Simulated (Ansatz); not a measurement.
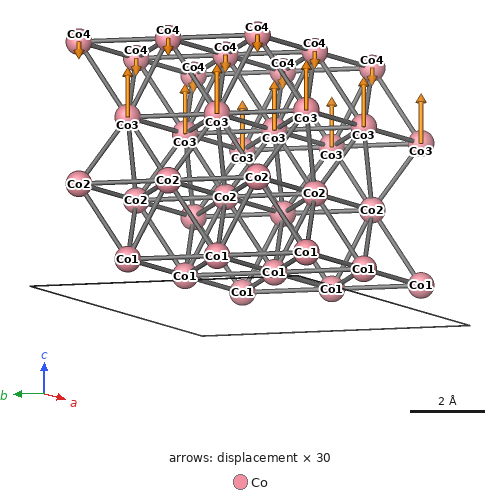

This is a constrained relaxation of a slab of composition Co (cut from the P6_3/mmc phase). The starting structure is drawn; orange arrows show the displacements, 30 times their true length.

A ball-and-stick model of the 3 × 3 repeat of the cell, outlined in the plane, without the vacuum, seen from a free direction.

Case: clean slab, lower half held. The slab is the (0 0 1) face of Co. 2 atoms are held fixed.

Level of theory: DFT PBEsol, scalar-relativistic, plane waves, PAW (Ansatz 0.2.0).

The input:
```yaml
crystal:
  lattice:
    - [2.4564222732, 0.0, 0.0]
    - [-1.2282111366, 2.127324091, 0.0]
    - [0.0, 0.0, 22.9541203316]
  atoms:
    - { symbol: Co, position: [0.6666666667, 0.3333333333, 0.3703038878], spin: 1.8 }
    - { symbol: Co, position: [0.3333333333, 0.6666666667, 0.4567679626], spin: 1.8 }
    - { symbol: Co, position: [0.6666666667, 0.3333333333, 0.5432320374], spin: 1.8 }
    - { symbol: Co, position: [0.3333333333, 0.6666666667, 0.6296961122], spin: 1.8 }
basis:
  ecutwfc: 420
kpoints:
  mp_grid: { grid: [12, 12, 1] }
hamiltonian:
  xc: pbesol
scf:
  occupations: { method: gaussian, width: 0.1 }
output:
  forces: true
  eigenvalues: true
  populations: true
  write_density: true
  write_potential: true
  elf: true
  volumetric_format: npy
magnetization:
  spin_polarized: true
relax:
  adjacent_minimum: "off"
  f_tol: 0.03
  max_steps: 70
  constraints: [{ sites: [0, 1] }]
efield:
  axis: 3
  dipole_correction: true
  ramp_width: 0.04
```

Run as
```bash
ansatz run input.yaml --threads 2 --pin off --max-ram 5120MiB --backend cpu --events-out ev --progress --plain --runs-dir out
```

Question: What happened in the run?

Answer: The atom that moves furthest is Co3 (0.047 Å along the normal (+c)). The cell doesn't change. Near-neighbour distances that change, for instance: Co3–Co4 2.439 → 2.388 Å, Co2–Co3 2.439 → 2.478 Å. After 3 geometry steps the energy has fallen by 18.4 meV per cell of the calculation. The largest force component goes from 0.61 to 0.0016 eV/Å.
